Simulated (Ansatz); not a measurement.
**Run report: TiSi$_{2}$, geometry relaxation (part 1 of 2)**

- system: TiSi$_{2}$ (12 atoms in the cell)
- method: DFT PBE, scalar-relativistic, plane waves, PAW, no spin polarisation (Ansatz 0.2.0)

The structure derives from an entry of the Crystallography Open Database. It belongs to a series of runs on one base structure; here: 0 of 4 Ti sites taken by Sn, cell and atoms relaxed. Figures and captions count atoms from 1; the log counts them from 0 in places.

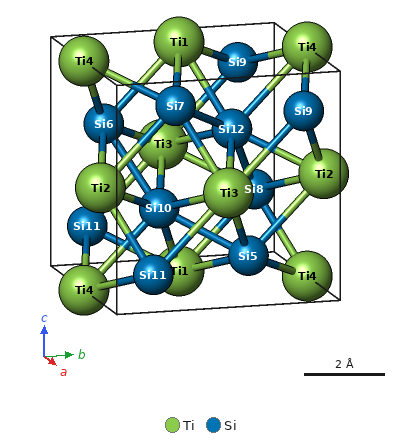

The starting structure (ball-and-stick view of the cell of the calculation, seen slightly off an axis; atoms are numbered from 1 in the order of the input). An atom can appear more than once, as a periodic image.

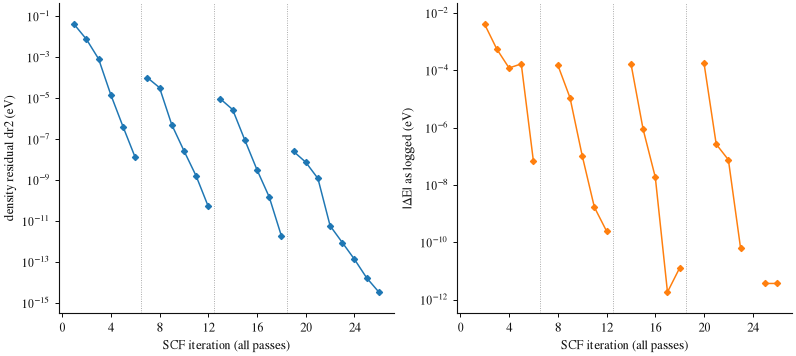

Convergence of the self-consistent field: density residual dr2 and size of the energy change against the SCF iteration. The dotted lines part the SCF passes of the relaxation: geometry steps, rejected trials and re-solves on a re-selected basis. The passes take 6, 6, 6 and 8 iterations.

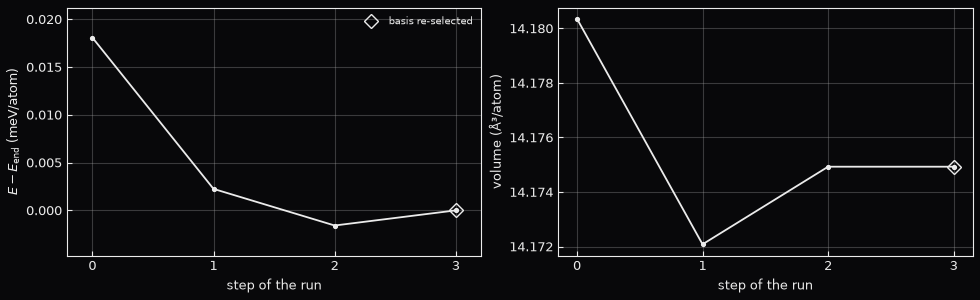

Progress of the relaxation, step by step (the first geometry is step 0 here and step 1 in the log). After 2 geometry steps the energy has fallen by next to nothing (0.0 meV per atom). Largest force component: 0.00017 eV/Å at the start, 0.0012 eV/Å at the end. The pressure goes from −0.02 to 0.01 GPa. The atoms keep their places relative to the cell (all moves are under 0.005 Å). The space group stays Fddd (No. 70). A last SCF at the same geometry on a re-selected plane-wave basis shifts the energy by +0.0 meV per atom.

The input that produced these results follows, with the program's output.

## Input file
```yaml
crystal:
  lattice:
    - [4.8077378216, 0.0, 0.0]
    - [0.0, -4.1351811236, 4.2795976039]
    - [0.0, -4.1351811236, -4.2795976039]
  atoms:
    - { symbol: Ti, position: [0.25, 0.5, 0.0] }
    - { symbol: Ti, position: [0.75, 0.0, 0.5] }
    - { symbol: Ti, position: [0.0, 0.5, 0.5] }
    - { symbol: Ti, position: [0.5, 0.0, 1.0] }
    - { symbol: Si, position: [0.75, 0.6631755413, 0.1631755413] }
    - { symbol: Si, position: [0.25, 0.1631755413, 0.6631755413] }
    - { symbol: Si, position: [0.75, 0.3368244587, 0.8368244587] }
    - { symbol: Si, position: [0.25, 0.8368244587, 0.3368244587] }
    - { symbol: Si, position: [0.0, 0.8368244587, 0.8368244587] }
    - { symbol: Si, position: [0.5, 0.3368244587, 0.3368244587] }
    - { symbol: Si, position: [0.0, 0.1631755413, 0.1631755413] }
    - { symbol: Si, position: [0.5, 0.6631755413, 0.6631755413] }
basis:
  ecutwfc: 420
kpoints:
  mp_grid: { grid: [6, 6, 6] }
hamiltonian:
  xc: pbe
scf:
  occupations: { method: gaussian, width: 0.1 }
output:
  forces: true
  stress: true
  eigenvalues: true
relax:
  adjacent_minimum: "off"
  f_tol: 0.015
  max_steps: 60
  cell: { stress_tol: 0.15 }
```

Run as:
```bash
ansatz run input.yaml --threads 2 --pin off --max-ram 5120MiB --backend cpu --events-out ev --progress --plain --runs-dir out
```

## The program's output
```
Engine: ansatz 0.2.0, x86_64-unknown-linux-gnu
Pseudopotentials: kind: paw
Pseudopotential: Ti, paw, valence charge 12, recommended cutoff 420 eV (normal), Ti.paw.azcp
Pseudopotential: Si, paw, valence charge 4, recommended cutoff 420 eV (normal), Si.paw.azcp
Functional definition: PBE
  parameter kappa = 0.804
  parameter beta = 0.06672455060314922
  exchange = pbe_x(kappa = kappa, mu = beta*pi^2/3)
  correlation = pbe_c(beta = beta)
Crystal: 12 atoms, lattice volume = 170.164 Å³
Basis set: ecut = 420 eV, 3287 PW (Γ), exchange–correlation on 72×80×80 points (8 copies of the dense FFT grid, shifted against one another)
Bands: 52, of which v1, the nominal top of the filled ones, is band 40 counted from 1 (39 counted from 0)
Symmetry: 16 space group operations
Space group: Fddd (ITA 70), of the structure as read, at distance tolerance 5.5e-5 Å
k-points: 52 of 216
Non-local potential: Ti, projectors of the file, l = 0: 3, l = 1: 2, l = 2: 3, l = 3: 1
Non-local potential: Si, projectors of the file, l = 0: 2, l = 1: 2, l = 2: 2
PAW form: soft (Blöchl's): semilocal exchange-correlation on the pseudo side does not see the compensation charge
PAW one-centre angular grid: Ti, 590 points (default); XC on 64 Gauss nodes
PAW one-centre angular grid: Si, 110 points (default); XC on 64 Gauss nodes
Initial density: superposition of atomic densities (neutral atoms: chi_scale 0, normalization atom), corrected by the library's trained network
Initial wavefunctions: pseudopotential atomic-orbital guess
Functional: x = pbe(κ = 0.804, μ = 0.2195149727645171), c = pbe(β = 0.06672455060314922)
SCF iter   1: F=—  HF=-15091.866653 eV  |F-HF|=—  |Δ(HF+E_count)|=         —  Δρ=4.07e-3  dr2=3.94e-2  ethr=1.77e-3  ⟨swp⟩=6.8  Hψ=11945  notcnv=0  defer=4
preconditioner: auto → Kerker (q_TF=auto, 2.406 Å⁻¹)  [metal: Δε(μ)=0.039 eV  Ē_g=6.303 eV  σ=0.100 eV  W_gap=0.22  n_scr=38 (ndim 8)  ℏωp=19.7 eV  f_vac=0.000  D(μ)=4.33/eV (n_scr^D=30)]
SCF iter   2: F=—  HF=-15091.862673 eV  |F-HF|=—  |Δ(HF+E_count)|=   3.98e-3  Δρ=1.91e-3  dr2=7.41e-3  ethr=4.92e-5  ⟨swp⟩=1.9  Hψ=3352  notcnv=0  defer=9
SCF iter   3: F=—  HF=-15091.862131 eV  |F-HF|=—  |Δ(HF+E_count)|=   5.41e-4  Δρ=6.07e-4  dr2=8.14e-4  ethr=9.27e-6  ⟨swp⟩=2.2  Hψ=3304  notcnv=0  defer=9
SCF iter   4: F=—  HF=-15091.862011 eV  |F-HF|=—  |Δ(HF+E_count)|=   1.20e-4  Δρ=9.78e-5  dr2=1.46e-5  ethr=1.02e-6  ⟨swp⟩=2.0  Hψ=3505  notcnv=0  defer=9
SCF iter   5: F=—  HF=-15091.862178 eV  |F-HF|=—  |Δ(HF+E_count)|=   1.67e-4  Δρ=1.92e-5  dr2=4.07e-7  ethr=1.82e-8  ⟨swp⟩=2.0  Hψ=3568  notcnv=0  defer=9
SCF iter   6: F=-15091.862178 eV  HF=-15091.862178 eV  |F-HF|=8.94e-9  |Δ(HF+E_count)|=   6.58e-8  Δρ=2.52e-6  dr2=1.28e-8  ethr=1.25e-10  ⟨swp⟩=9.8  Hψ=11575  notcnv=0
SCF 1 converged in 6 iterations: F = -15091.862178 eV  dr2 = 1.28e-8
  greatest PAW one-centre occupation: 0.999 electrons in one spin orbital (limit 2), on the Ti atom at site 3 (counted from 0), in its partial waves of l = 0
relax step   1: F+E_penalty+E_count = -15091.86217782 eV  Δ(F+E_penalty+E_count) = +0.000e0 eV  max|allowed force component| = 1.697e-4 eV/Å  Δτ_max = 0.0000 Å  P = -0.018 GPa  Ω = 170.164 Å³  (6 SCF iters, dr2 threshold 1.00e-7 eV, accepted)
Crystal: 12 atoms, lattice volume = 170.065 Å³
Initial density: handed on by an earlier stage of this run
Initial wavefunctions: those handed on with the density
iter 1 solved again at ethr=9.21e-8 eV; its pass at ethr=3.10e-3 eV (dr2=7.37e-5 eV) is discarded
SCF iter   1: F=—  HF=-15091.862228 eV  |F-HF|=—  |Δ(HF+E_count)|=         —  Δρ=2.37e-4  dr2=9.91e-5  ethr=9.21e-8  ⟨swp⟩=2.7  Hψ=11570  notcnv=0
preconditioner: auto → Kerker (q_TF=auto, 2.406 Å⁻¹)  [metal: Δε(μ)=0.046 eV  Ē_g=6.328 eV  σ=0.100 eV  W_gap=0.26  n_scr=38 (ndim 8)  ℏωp=19.7 eV  f_vac=0.000  D(μ)=4.16/eV (n_scr^D=26)]
SCF iter   2: F=—  HF=-15091.862379 eV  |F-HF|=—  |Δ(HF+E_count)|=   1.52e-4  Δρ=1.28e-4  dr2=3.21e-5  ethr=9.21e-8  ⟨swp⟩=1.0  Hψ=2705  notcnv=0
SCF iter   3: F=—  HF=-15091.862368 eV  |F-HF|=—  |Δ(HF+E_count)|=   1.10e-5  Δρ=1.75e-5  dr2=5.06e-7  ethr=4.01e-8  ⟨swp⟩=2.8  Hψ=4226  notcnv=0
iter 4 did not close the SCF: its close was put off for the readings that it lacked (scf_convergence_deferred on its scf_iter line)
SCF iter   4: F=-15091.862368 eV  HF=-15091.862368 eV  |F-HF|=1.61e-8  |Δ(HF+E_count)|=   1.05e-7  Δρ=4.46e-6  dr2=2.70e-8  ethr=6.32e-10  ⟨swp⟩=2.2  Hψ=3942  notcnv=0
iter 5 did not close the SCF: its close was put off for the readings that it lacked (scf_convergence_deferred on its scf_iter line)
SCF iter   5: F=-15091.862368 eV  HF=-15091.862368 eV  |F-HF|=2.55e-11  |Δ(HF+E_count)|=   1.67e-9  Δρ=1.29e-6  dr2=1.59e-9  ethr=3.37e-11  ⟨swp⟩=2.5  Hψ=4624  notcnv=0
SCF iter   6: F=-15091.862368 eV  HF=-15091.862368 eV  |F-HF|=1.09e-11  |Δ(HF+E_count)|=  2.44e-10  Δρ=2.00e-7  dr2=5.07e-11  ethr=1.99e-12  ⟨swp⟩=1.8  Hψ=7492  notcnv=0
SCF 2 converged in 6 iterations: F = -15091.862368 eV  dr2 = 5.07e-11
relax step   2: F+E_penalty+E_count = -15091.86236829 eV  Δ(F+E_penalty+E_count) = -1.905e-4 eV  max|allowed force component| = 2.451e-3 eV/Å  Δτ_max = 0.0001 Å  P = +0.028 GPa  Ω = 170.065 Å³  energy of the carried Pulay correction = +2.237e-5 eV  (6 SCF iters, dr2 threshold 1.62e-7 eV, accepted)
Crystal: 12 atoms, lattice volume = 170.099 Å³
iter 1 solved again at ethr=8.65e-9 eV; its pass at ethr=3.10e-3 eV (dr2=6.92e-6 eV) is discarded
SCF iter   1: F=—  HF=-15091.862243 eV  |F-HF|=—  |Δ(HF+E_count)|=         —  Δρ=7.09e-5  dr2=9.01e-6  ethr=8.65e-9  ⟨swp⟩=2.8  Hψ=12120  notcnv=0
preconditioner: auto → Kerker (q_TF=auto, 2.406 Å⁻¹)  [metal: Δε(μ)=0.045 eV  Ē_g=6.327 eV  σ=0.100 eV  W_gap=0.25  n_scr=38 (ndim 8)  ℏωp=19.7 eV  f_vac=0.000  D(μ)=4.18/eV (n_scr^D=26)]
SCF iter   2: F=—  HF=-15091.862415 eV  |F-HF|=—  |Δ(HF+E_count)|=   1.72e-4  Δρ=3.75e-5  dr2=2.74e-6  ethr=8.65e-9  ⟨swp⟩=2.4  Hψ=3989  notcnv=0
SCF iter   3: F=—  HF=-15091.862414 eV  |F-HF|=—  |Δ(HF+E_count)|=   8.74e-7  Δρ=6.89e-6  dr2=8.92e-8  ethr=3.42e-9  ⟨swp⟩=2.8  Hψ=4357  notcnv=0
iter 4 did not close the SCF: its close was put off for the readings that it lacked (scf_convergence_deferred on its scf_iter line)
SCF iter   4: F=-15091.862414 eV  HF=-15091.862414 eV  |F-HF|=8.11e-10  |Δ(HF+E_count)|=   1.86e-8  Δρ=1.63e-6  dr2=3.13e-9  ethr=1.11e-10  ⟨swp⟩=2.6  Hψ=4248  notcnv=0
iter 5 did not close the SCF: its close was put off for the readings that it lacked (scf_convergence_deferred on its scf_iter line)
SCF iter   5: F=-15091.862414 eV  HF=-15091.862414 eV  |F-HF|=1.82e-12  |Δ(HF+E_count)|=  1.82e-12  Δρ=3.97e-7  dr2=1.49e-10  ethr=3.91e-12  ⟨swp⟩=2.7  Hψ=4596  notcnv=0
SCF iter   6: F=-15091.862414 eV  HF=-15091.862414 eV  |F-HF|=0.00e0  |Δ(HF+E_count)|=  1.27e-11  Δρ=3.75e-8  dr2=1.86e-12  ethr=1.00e-12  ⟨swp⟩=1.2  Hψ=5744  notcnv=0
SCF 3 converged in 6 iterations: F = -15091.862414 eV  dr2 = 1.86e-12
relax step   3: F+E_penalty+E_count = -15091.86241383 eV  Δ(F+E_penalty+E_count) = -4.553e-5 eV  max|allowed force component| = 1.224e-3 eV/Å  Δτ_max = 0.0001 Å  P = +0.007 GPa  Ω = 170.099 Å³  energy of the carried Pulay correction = +1.518e-5 eV  (6 SCF iters, dr2 threshold 5.81e-8 eV, accepted)
Initial wavefunctions: pseudopotential atomic-orbital guess (no wavefunctions were taken with the density)
iter 1 solved again at ethr=1.18e-7 eV; its pass at ethr=3.10e-3 eV (dr2=9.47e-5 eV) is discarded
```
